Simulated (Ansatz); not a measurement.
## Geometry relaxation of SnSe₂

The run: geometry relaxation of SnSe₂ (P-3m1, 3 atoms in the cell). Method and program: DFT PBEsol, scalar-relativistic, plane waves, PAW, no spin polarisation (Ansatz 0.2.0).

The structure derives from a Materials Project entry. It belongs to a series of runs on one base structure; here: strain along c alone, the other axes held, atoms relaxed: +2.0 %.

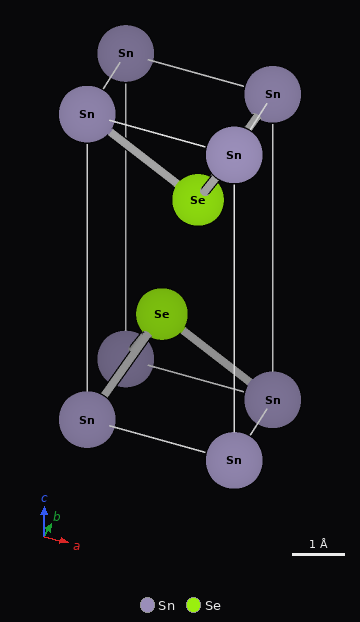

Figure 1. The input geometry (ball-and-stick view of the cell of the calculation, seen at an oblique angle). An atom can appear more than once, as a periodic image.

## Input
```yaml
crystal:
  lattice:
    - [3.8174487349, 0.0, 0.0]
    - [-1.9087243674, 3.306007582, 0.0]
    - [0.0, 0.0, 6.2777693624]
  atoms:
    - { symbol: Sn, position: [0.0, 0.0, 0.0] }
    - { symbol: Se, position: [0.6666666667, 0.3333333333, 0.7421700586] }
    - { symbol: Se, position: [0.3333333333, 0.6666666667, 0.2578299414] }
basis:
  ecutwfc: 420
kpoints:
  mp_grid: { grid: [12, 12, 6] }
hamiltonian:
  xc: pbesol
scf:
  occupations: { method: gaussian, width: 0.02 }
output:
  forces: true
  stress: true
  eigenvalues: true
relax:
  adjacent_minimum: "off"
  f_tol: 0.008
  max_steps: 40
```

Launched with:
```bash
ansatz run input.yaml --threads 1 --pin off --max-ram 2560MiB --backend cpu --events-out ev --progress --plain --runs-dir out
```

## Log
```
Warning: output.stress: scf.convergence.dr2_threshold = 6.4e-8 eV (the default of a walk held to its f_tol) is looser than the 3e-10 eV advised for a printed stress (1e-10 eV for each atom of the cell: 3). What an SCF threshold leaves in a stress goes as its square root, and in the free energy as the threshold itself, and one threshold admits the most on a small cell: of the crystals measured, under no hybrid functional and no lock of the moments, on runs that ended without the residual-converged pass, on stresses that held no estimate of that error, the worst erred by over 100 MPa in a component at 1e-7 eV an atom and by under 5 at 1e-10. Every solve of this run answers to scf.convergence.dr2_threshold, and the tensor of one is reported: a single SCF on the reported geometry and on this run's grids (its basis.xc_grid and basis.ecutrho_ratio typed), with scf.convergence.dr2_threshold at 3e-10 eV or tighter, prints it and tightens no other solve. Else set scf.convergence.dr2_threshold to 3e-10 eV or tighter. The threshold is an SCF's pass mark: one that does not reach it within its budget of iterations ends unconverged, or closes short of it on a stop that the run arms, and scf.convergence.dr2_threshold's page says what that costs each kind of run
Engine: ansatz 0.2.0, x86_64-unknown-linux-gnu
Pseudopotentials: kind: paw
Pseudopotential: Sn, paw, valence charge 14, recommended cutoff 420 eV (normal), Sn.paw.azcp
Pseudopotential: Se, paw, valence charge 16, recommended cutoff 420 eV (normal), Se.paw.azcp
Functional definition: PBEsol
  exchange = pbesol_x
  correlation = pbesol_c
Crystal: 3 atoms, lattice volume = 79.229 Å³
Basis set: ecut = 420 eV, 1545 PW (Γ), exchange–correlation on 54×54×90 points (8 copies of the dense FFT grid, shifted against one another)
Bands: 28, of which v1, the nominal top of the filled ones, is band 23 counted from 1 (22 counted from 0)
Symmetry: 12 space group operations
Space group: P-3m1 (ITA 164), of the structure as read, at distance tolerance 4.3e-5 Å
k-points: 100 of 864
Non-local potential: Sn, projectors of the file, l = 0: 2, l = 1: 2, l = 2: 2, l = 3: 2
Non-local potential: Se, projectors of the file, l = 0: 2, l = 1: 2, l = 2: 3, l = 3: 1
PAW form: soft (Blöchl's): semilocal exchange-correlation on the pseudo side does not see the compensation charge
PAW frozen core: Sn, regenerated for the run's functional, and the local potential with it (the file was generated under x = pbe(κ = 0.804, μ = 0.2195149727645171), c = pbe(β = 0.06672455060314922))
PAW frozen core: Se, regenerated for the run's functional, and the local potential with it (the file was generated under x = pbe(κ = 0.804, μ = 0.2195149727645171), c = pbe(β = 0.06672455060314922))
PAW one-centre angular grid: Sn, 590 points (default); XC on 64 Gauss nodes
PAW one-centre angular grid: Se, 590 points (default); XC on 64 Gauss nodes
Initial density: superposition of atomic densities (neutral atoms: chi_scale 0, normalization atom), corrected by the library's trained network
Initial wavefunctions: pseudopotential atomic-orbital guess
Functional: x = pbesol(κ = 0.804, μ = 0.12345679012345678), c = pbesol(β = 0.046)
SCF iter   1: F=—  HF=-16799.213593 eV  |F-HF|=—  |Δ(HF+E_count)|=         —  Δρ=2.15e-3  dr2=3.63e-3  ethr=1.77e-3  ⟨swp⟩=6.8  Hψ=12565  notcnv=0
preconditioner: auto → Resta (q_TF=auto, 2.492 Å⁻¹)  ε∞=2.8  [insulator: Δε(μ)=0.453 eV  Ē_g=15.861 eV  σ=0.020 eV  W_gap=1.00  n_scr=22 (ndim 8)  ℏωp=21.3 eV  f_vac=0.069  D(μ)=0.00/eV (n_scr^D=0)  ε∞_Penn≈2.8]
SCF iter   2: F=—  HF=-16799.210752 eV  |F-HF|=—  |Δ(HF+E_count)|=   2.84e-3  Δρ=1.07e-3  dr2=8.39e-4  ethr=7.90e-6  ⟨swp⟩=3.0  Hψ=6308  notcnv=0  defer=100
SCF iter   3: F=—  HF=-16799.210710 eV  |F-HF|=—  |Δ(HF+E_count)|=   4.24e-5  Δρ=3.31e-4  dr2=6.98e-5  ethr=1.82e-6  ⟨swp⟩=2.0  Hψ=4400  notcnv=0  defer=100
SCF iter   4: F=—  HF=-16799.210722 eV  |F-HF|=—  |Δ(HF+E_count)|=   1.18e-5  Δρ=1.19e-4  dr2=1.20e-5  ethr=1.52e-7  ⟨swp⟩=2.0  Hψ=3848  notcnv=0  defer=100
iter 5 did not close the SCF: its close was put off for the readings that it lacked (scf_convergence_deferred on its scf_iter line)
SCF iter   5: F=-16799.210728 eV  HF=-16799.210728 eV  |F-HF|=2.40e-8  |Δ(HF+E_count)|=   6.19e-6  Δρ=2.41e-5  dr2=9.16e-7  ethr=2.61e-8  ⟨swp⟩=2.0  Hψ=3322  notcnv=0  defer=100
SCF iter   6: F=-16799.210728 eV  HF=-16799.210728 eV  |F-HF|=1.24e-7  |Δ(HF+E_count)|=   3.20e-7  Δρ=9.77e-6  dr2=7.84e-8  ethr=1.99e-9  ⟨swp⟩=6.6  Hψ=10993  notcnv=0
SCF 1 converged in 6 iterations: F = -16799.210728 eV  dr2 = 7.84e-8
  greatest PAW one-centre occupation: 1.000 electrons in one spin orbital (limit 2), on the Se atom at site 2 (counted from 0), in its partial waves of l = 2
relax step   1: F+E_penalty+E_count = -16799.21072849 eV  Δ(F+E_penalty+E_count) = +0.000e0 eV  max|allowed force component| = 2.824e-1 eV/Å  Δτ_max = 0.0000 Å  (6 SCF iters, dr2 threshold 1.60e-6 eV, accepted)
Initial density: handed on by an earlier stage of this run
Initial wavefunctions: those handed on with the density
iter 1 solved again at ethr=6.44e-5 eV; its pass at ethr=3.10e-3 eV (dr2=2.96e-2 eV) is discarded
SCF iter   1: F=—  HF=-16799.193492 eV  |F-HF|=—  |Δ(HF+E_count)|=         —  Δρ=5.58e-3  dr2=2.58e-2  ethr=6.44e-5  ⟨swp⟩=1.6  Hψ=10339  notcnv=0  defer=100
preconditioner: auto → Resta (q_TF=auto, 2.492 Å⁻¹)  ε∞=2.7  [insulator: Δε(μ)=0.786 eV  Ē_g=16.131 eV  σ=0.020 eV  W_gap=1.00  n_scr=22 (ndim 8)  ℏωp=21.3 eV  f_vac=0.100  D(μ)=0.00/eV (n_scr^D=0)  ε∞_Penn≈2.7]
SCF iter   2: F=—  HF=-16799.185985 eV  |F-HF|=—  |Δ(HF+E_count)|=   7.51e-3  Δρ=2.55e-3  dr2=4.58e-3  ethr=5.61e-5  ⟨swp⟩=2.0  Hψ=3590  notcnv=0  defer=100
SCF iter   3: F=—  HF=-16799.184695 eV  |F-HF|=—  |Δ(HF+E_count)|=   1.29e-3  Δρ=5.87e-4  dr2=3.77e-4  ethr=9.97e-6  ⟨swp⟩=2.0  Hψ=3906  notcnv=0  defer=100
SCF iter   4: F=—  HF=-16799.184677 eV  |F-HF|=—  |Δ(HF+E_count)|=   1.88e-5  Δρ=2.02e-4  dr2=3.34e-5  ethr=8.20e-7  ⟨swp⟩=2.0  Hψ=5367  notcnv=0  defer=100
SCF iter   5: F=-16799.184678 eV  HF=-16799.184678 eV  |F-HF|=2.52e-7  |Δ(HF+E_count)|=   1.27e-6  Δρ=6.04e-5  dr2=3.47e-6  ethr=1.08e-8  ⟨swp⟩=10.5  Hψ=13206  notcnv=0
SCF 2 converged in 5 iterations: F = -16799.184678 eV  dr2 = 3.47e-6
relax step   2: F+E_penalty+E_count = -16799.18467807 eV  Δ(F+E_penalty+E_count) = +2.605e-2 eV  max|allowed force component| = 5.899e-1 eV/Å  Δτ_max = 0.0909 Å  (5 SCF iters, dr2 threshold 4.98e-6 eV, rejected (line search))
SCF iter   1: F=—  HF=-16799.223925 eV  |F-HF|=—  |Δ(HF+E_count)|=         —  Δρ=3.95e-3  dr2=1.24e-2  ethr=2.64e-4  ⟨swp⟩=4.2  Hψ=7032  notcnv=0  defer=100
preconditioner: auto → Resta (q_TF=auto, 2.492 Å⁻¹)  ε∞=2.8  [insulator: Δε(μ)=0.570 eV  Ē_g=15.981 eV  σ=0.020 eV  W_gap=1.00  n_scr=22 (ndim 8)  ℏωp=21.3 eV  f_vac=0.076  D(μ)=0.00/eV (n_scr^D=0)  ε∞_Penn≈2.8]
SCF iter   2: F=—  HF=-16799.220102 eV  |F-HF|=—  |Δ(HF+E_count)|=   3.82e-3  Δρ=1.76e-3  dr2=2.18e-3  ethr=2.69e-5  ⟨swp⟩=2.0  Hψ=4263  notcnv=0  defer=100
SCF iter   3: F=—  HF=-16799.219487 eV  |F-HF|=—  |Δ(HF+E_count)|=   6.15e-4  Δρ=3.63e-4  dr2=1.30e-4  ethr=4.74e-6  ⟨swp⟩=3.0  Hψ=4900  notcnv=0  defer=100
SCF iter   4: F=—  HF=-16799.219494 eV  |F-HF|=—  |Δ(HF+E_count)|=   6.80e-6  Δρ=1.12e-4  dr2=1.08e-5  ethr=2.83e-7  ⟨swp⟩=2.0  Hψ=5000  notcnv=0  defer=100
SCF iter   5: F=—  HF=-16799.219492 eV  |F-HF|=—  |Δ(HF+E_count)|=   2.18e-6  Δρ=3.88e-5  dr2=1.57e-6  ethr=2.34e-8  ⟨swp⟩=2.0  Hψ=5000  notcnv=0  defer=100
SCF iter   6: F=-16799.219492 eV  HF=-16799.219492 eV  |F-HF|=4.79e-8  |Δ(HF+E_count)|=   3.83e-7  Δρ=9.56e-6  dr2=7.50e-8  ethr=2.17e-10  ⟨swp⟩=8.6  Hψ=13853  notcnv=0
SCF 3 converged in 6 iterations: F = -16799.219492 eV  dr2 = 7.50e-8
relax step   3: F+E_penalty+E_count = -16799.21949211 eV  Δ(F+E_penalty+E_count) = -8.764e-3 eV  max|allowed force component| = 2.257e-2 eV/Å  Δτ_max = 0.0285 Å  (6 SCF iters, dr2 threshold 1.00e-7 eV, accepted)
SCF iter   1: F=—  HF=-16799.219552 eV  |F-HF|=—  |Δ(HF+E_count)|=         —  Δρ=1.56e-4  dr2=2.02e-5  ethr=4.34e-7  ⟨swp⟩=2.1  Hψ=5604  notcnv=0  defer=100
preconditioner: auto → Resta (q_TF=auto, 2.492 Å⁻¹)  ε∞=2.8  [insulator: Δε(μ)=0.578 eV  Ē_g=15.979 eV  σ=0.020 eV  W_gap=1.00  n_scr=22 (ndim 8)  ℏωp=21.3 eV  f_vac=0.077  D(μ)=0.00/eV (n_scr^D=0)  ε∞_Penn≈2.8]
SCF iter   2: F=—  HF=-16799.219547 eV  |F-HF|=—  |Δ(HF+E_count)|=   4.90e-6  Δρ=6.90e-5  dr2=3.17e-6  ethr=4.39e-8  ⟨swp⟩=2.0  Hψ=3843  notcnv=0  defer=100
SCF iter   3: F=—  HF=-16799.219547 eV  |F-HF|=—  |Δ(HF+E_count)|=   8.39e-7  Δρ=1.76e-5  dr2=2.86e-7  ethr=6.90e-9  ⟨swp⟩=2.0  Hψ=3500  notcnv=0  defer=100
SCF iter   4: F=-16799.219547 eV  HF=-16799.219547 eV  |F-HF|=5.64e-9  |Δ(HF+E_count)|=   1.26e-8  Δρ=5.50e-6  dr2=2.12e-8  ethr=1.39e-10  ⟨swp⟩=8.9  Hψ=12729  notcnv=0
SCF 4 converged in 4 iterations: F = -16799.219547 eV  dr2 = 2.12e-8
relax step   4: F+E_penalty+E_count = -16799.21954661 eV  Δ(F+E_penalty+E_count) = -5.450e-5 eV  max|allowed force component| = 8.929e-4 eV/Å  Δτ_max = 0.0025 Å  (4 SCF iters, accepted)
```

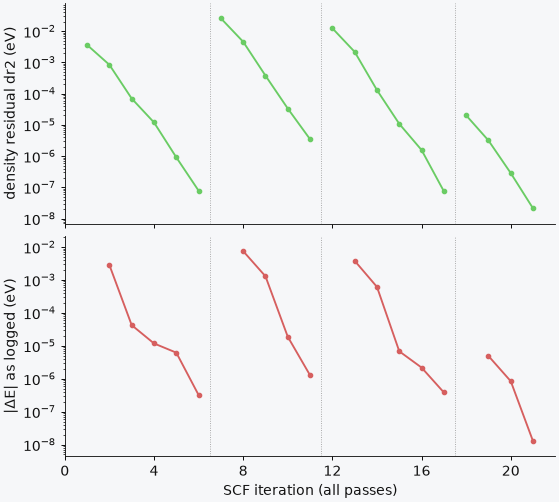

Figure 2. Convergence of the self-consistent field: density residual dr2 and size of the energy change against the SCF iteration. The dotted lines part the SCF passes of the relaxation: geometry steps, rejected trials and re-solves on a re-selected basis. The passes take 6, 5, 6 and 4 iterations.

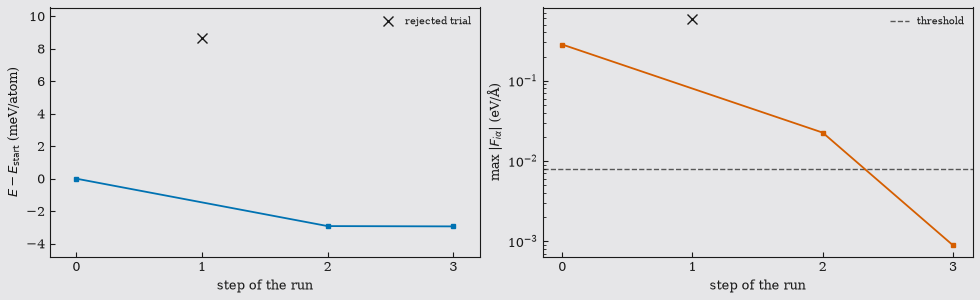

Figure 3. Progress of the relaxation, step by step (the first geometry is step 0 here and step 1 in the log).

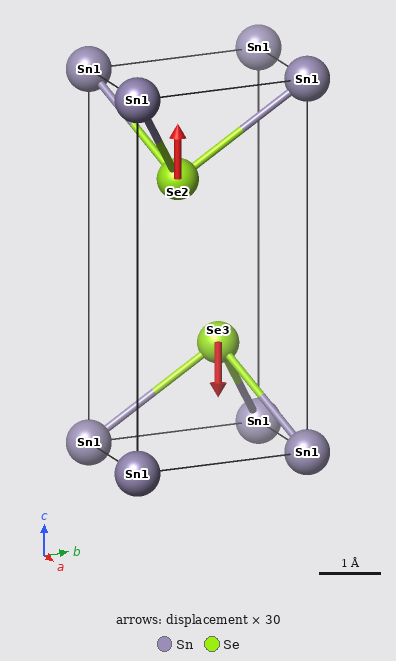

Figure 4. The starting structure with the displacements as red arrows, magnified 30 times (ball-and-stick view of the cell of the calculation, seen slightly off an axis). After 3 geometry steps the energy has fallen by 2.9 meV per atom. The largest force component goes from 0.28 to 0.00089 eV/Å. The line search rejected the trial step at point 1 (counted from 0) and went back. The largest moves, 0.031 Å, are those of Se2 and Se3. Sn stays in place. The cell stays as it was. Among the contacts that change: Sn1–Se2 2.735 → 2.716 Å. The space group stays P-3m1 (No. 164). (Atoms are counted from 1 in the order of the input.)

```
SCF converged after 4 iterations
Free energy (F): -16799.219547 eV
Harris-Foulkes:  -16799.219547 eV  (|F-HF|=5.64e-9)
Internal energy: -16799.219547 eV  (E = F + TS)
E sigma→0 (E₀):  -16799.219547 eV
Fermi energy:    7.911908 eV
--- Per-component energies (eV) ---
  E_band       = -879.114983
  E_kinetic    = 424.677780
  E_local      = -6135.385451  (includes V_loc(G=0)·N_el)
  E_nonlocal   = -1214.422722
  E_hartree    = 3131.986825
  E_xc         = -584.424420
  E_vxc        = -291.546470  (∫ρ·V_xc dr)
  E_paw        = -7805.439448  (= ΣΔE_a)
  E_vpaw       = 73.589747  (= ΣTr[D̂ρ^β])
  E_aug_tail   = -0.001228  (compensation charges beyond the density's cutoff)
  E_ewald      = -4618.512623
  E_core_change = 2.301741  (= ΣΔE_core)
  E_smearing   = -0.000000  (= −TS)
  E_closure    = -0.000000  (closes the sum)
  Σ components = -16799.219547   (vs F -16799.219547, Δ=0.00e0)
--- Forces (eV/Å), atoms counted from 1 ---
  atom   1  Sn     0.00000000     0.00000000     0.00000000
  atom   2  Se     0.00000000     0.00000000    -0.00089285
  atom   3  Se    -0.00000000    -0.00000000     0.00089285
  max |Σ_I F_I| component: 4.63e-18 eV/Å
--- Stress (GPa, compression-positive) ---
       -0.181660      -0.000000      -0.000000
        0.000000      -0.181660       0.000000
        0.000000       0.000000      -0.282172
  P = ⅓ Tr σ = -0.2152 GPa (-2.152 kbar)
--- Band table (eV; the first three rows and the last of 100) ---
  k-point 0: bands = ["-39.2223", "-39.2223", "-39.2223", "-39.2223", "-39.2002", "-39.2002", "-39.1997", "-39.1997", "-39.1912", "-39.1910", "-13.5156", "-13.5156", "-13.4771", "-13.4653", "-13.4653", "-6.1607", "-4.5612", "1.4188", "7.0914", "7.0914", "7.3659", "7.3659", "7.4289", "8.5603", "10.6348", "12.2415", "12.2415", "15.5118"]
  k-point 1: bands = ["-39.2223", "-39.2223", "-39.2223", "-39.2223", "-39.2002", "-39.2002", "-39.1997", "-39.1997", "-39.1912", "-39.1910", "-13.5157", "-13.5157", "-13.4771", "-13.4653", "-13.4653", "-6.1234", "-4.6384", "1.5970", "6.7743", "7.0602", "7.0602", "7.4110", "7.4110", "9.1063", "10.6294", "12.1777", "12.1777", "15.6301"]
  k-point 2: bands = ["-39.2223", "-39.2223", "-39.2223", "-39.2223", "-39.2001", "-39.2001", "-39.1998", "-39.1998", "-39.1911", "-39.1910", "-13.5157", "-13.5157", "-13.4770", "-13.4653", "-13.4653", "-6.0376", "-4.8004", "2.0052", "5.8851", "7.0149", "7.0149", "7.4851", "7.4851", "9.7505", "10.5900", "12.0551", "12.0551", "15.5718"]
  k-point 99: bands = ["-39.2220", "-39.2220", "-39.2220", "-39.2220", "-39.2001", "-39.2001", "-39.2001", "-39.2000", "-39.1907", "-39.1907", "-13.5310", "-13.5310", "-13.4655", "-13.4655", "-13.4454", "-4.1445", "-4.1445", "0.3850", "3.5461", "3.5461", "3.9982", "7.1761", "7.1761", "9.8579", "12.0132", "12.0132", "13.5569", "15.8171"]
--- Relaxed structure (4 steps of the walk, 3 accepted, 0 SCFs on fresh bases) ---
  F+E_penalty+E_count = -16799.21954661 eV   max|allowed force component| = 8.929e-4 eV/Å
  atoms:
    - { symbol: Sn, position: [1.5240318280024156e-35, 1.3307578777225796e-46, 0.0] }
    - { symbol: Se, position: [0.6666666666666666, 0.33333333333333326, 0.7471109571195182] }
    - { symbol: Se, position: [0.33333333333333326, 0.6666666666666666, 0.25288904288048153] }
```

## Trajectory as extended XYZ (Å, eV, eV/Å), 4 frames, from step=1 to step=4
```
3
Lattice="3.8174 0.0000 0.0000 -1.9087 3.3060 0.0000 0.0000 0.0000 6.2778" Properties=species:S:1:pos:R:3:forces:R:3 step=1 energy=-16799.21073
Sn    0.0000    0.0000    0.0000    0.0000   0.0000   0.0000
Se    1.9087    1.1020    4.6592    0.0000   0.0000   0.2824
Se    0.0000    2.2040    1.6186    0.0000   0.0000  -0.2824
3
Lattice="3.8174 0.0000 0.0000 -1.9087 3.3060 0.0000 0.0000 0.0000 6.2778" Properties=species:S:1:pos:R:3:forces:R:3 step=2 energy=-16799.18468 accepted=F
Sn    0.0000    0.0000    0.0000    0.0000   0.0000   0.0000
Se    1.9087    1.1020    4.7501    0.0000   0.0000  -0.5899
Se    0.0000    2.2040    1.5277    0.0000   0.0000   0.5899
3
Lattice="3.8174 0.0000 0.0000 -1.9087 3.3060 0.0000 0.0000 0.0000 6.2778" Properties=species:S:1:pos:R:3:forces:R:3 step=3 energy=-16799.21949
Sn    0.0000    0.0000    0.0000    0.0000   0.0000   0.0000
Se    1.9087    1.1020    4.6877    0.0000   0.0000   0.0226
Se    0.0000    2.2040    1.5901    0.0000   0.0000  -0.0226
3
Lattice="3.8174 0.0000 0.0000 -1.9087 3.3060 0.0000 0.0000 0.0000 6.2778" Properties=species:S:1:pos:R:3:forces:R:3 step=4 energy=-16799.21955
Sn    0.0000    0.0000    0.0000    0.0000   0.0000   0.0000
Se    1.9087    1.1020    4.6902    0.0000   0.0000  -0.0009
Se    0.0000    2.2040    1.5876    0.0000   0.0000   0.0009
```

## Key numbers

```tsv
quantity	value
outcome	converged
space group (tolerance 0.01 Å)	P-3m1 (164)
electrons treated	46
free energy	−16799.2195 eV
Fermi energy	7.912 eV
gap on the k-point mesh	0.58 eV
pressure	−0.22 GPa
final volume	79.23 Å³
largest force (length of the vector) at the end	0.001 eV/Å
final cell	a = 3.817 Å, b = 3.817 Å, c = 6.278 Å, α = 90.00°, β = 90.00°, γ = 120.00°
hardware	1 thread of Intel Xeon (Granite Rapids), 32 GiB of memory available, shared host
wall time	20 s
peak memory	0.54 GiB
```

## Notes

Warnings of the run: the SCF threshold is looser than advised for the printed stress.
